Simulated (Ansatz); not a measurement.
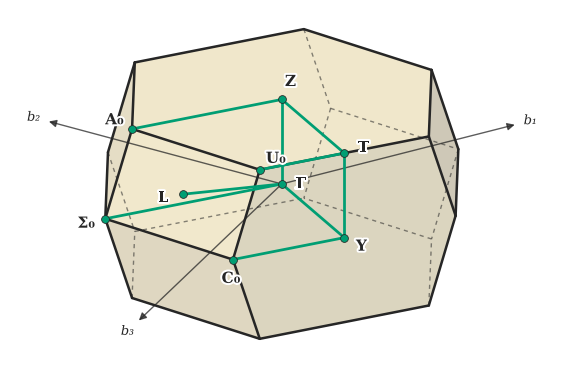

For SiO₂, coordinates from a relaxation with DFT PBE, scalar-relativistic, plane waves, PAW (Ansatz): the figure shows the first Brillouin zone with its special points and a band path. Geometry calculated from the standardised cell; symmetry tolerance 0.002 Å.

Labels and path follow the convention of Hinuma et al. (2017), as computed by seekpath; the arrows show the directions of the reciprocal primitive vectors b₁, b₂, b₃.

Name the Bravais lattice of the crystal.

A face-centred orthorhombic lattice (oF; extended symbol oF1). The zone is an elongated dodecahedron in its combinatorial type: 12 faces (8 with 4 edges, 4 with 6 edges), 28 edges, 18 vertices.

Write the standard path through the labelled points.

Γ–Y–T–Z–Γ–Σ₀ | U₀–T | Y–C₀ | A₀–Z | Γ–L
